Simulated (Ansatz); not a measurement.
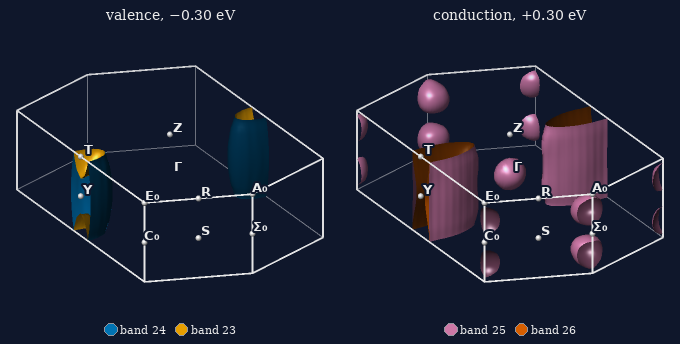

Si (Cmcm): constant-energy surfaces at both band edges (energies from each edge).

Method: Ansatz 0.2.0, DFT PBE, scalar-relativistic, plane waves, PAW; levels and slopes on a dense k mesh at the converged density. No spin polarisation. Mesh 24×24×8, interpolated with the band slopes. Cell and positions as given, without relaxation. The cell comes from a database of computed structures, not from a measurement.

Masses come from a second pass at points close to the extrema; at the energies drawn a band may no longer be parabolic.

> Is the gap direct or indirect, and how large does the calculation make it?

The gap is indirect, 0.48 eV at this level of theory, which underestimates gaps and can reorder valleys that lie close. Another valley lies within 0.05 eV of an edge, so the kind of gap can change with the cell or the functional.

> Give the valleys and their effective masses.

Valence band (extrema up to 0.30 eV from the edge): one maximum at Y, principal masses 0.14, 0.42 and 1.98 mₑ. Band 24 forms the valence edge; band 23 begins 0.12 eV lower (at T). The surfaces also take in T, where this band lies 0.12 eV below its edge, so they needn't be separate pockets.
Conduction band (extrema up to 0.30 eV from the edge): two equivalent minima on the Γ–Y line, principal masses 0.14, 0.34 and 2.53 mₑ; four equivalent minima away from the named points and lines, 0.01 eV above the edge, principal masses 0.13, 0.56 and 2.01 mₑ; four equivalent minima away from the named points and lines, 0.18 eV above the edge, principal masses 0.26, 0.27 and 0.36 mₑ; one minimum at T, 0.04 eV above the edge. Band 25 forms the conduction edge; band 26 begins 0.02 eV higher (on the Z–T line). The surfaces also take in Y and Γ, where this band lies 0.09 and 0.20 eV above its edge, so they needn't be separate pockets. The surfaces have further parts: band 25 comes within 0.20 eV of the edge away from the named points and lines.

Where one band's surface lies inside another's, the outer one hides all or part of it.
